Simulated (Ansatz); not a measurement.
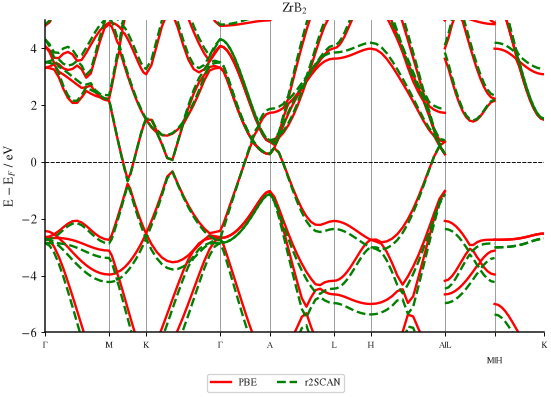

Band structures of ZrB$_{2}$, space group P6/mmm, 3 atoms in the cell, by two methods on the same cell. Each is counted from its own Fermi level.

Q: What changes from one method to the other?

A: Both give a metal. The 4 bands that come within 1 eV of the Fermi level differ by 0.14 eV on average and by 0.28 eV at most (at L).

Settings. PBE: DFT PBE, scalar-relativistic, plane waves, PAW, no spin polarisation, 18×18×14 k mesh, 420 eV cutoff (Ansatz). r2SCAN: DFT r2SCAN, scalar-relativistic, plane waves, PAW, no spin polarisation, 18×18×14 k mesh, 500 eV cutoff (Ansatz).
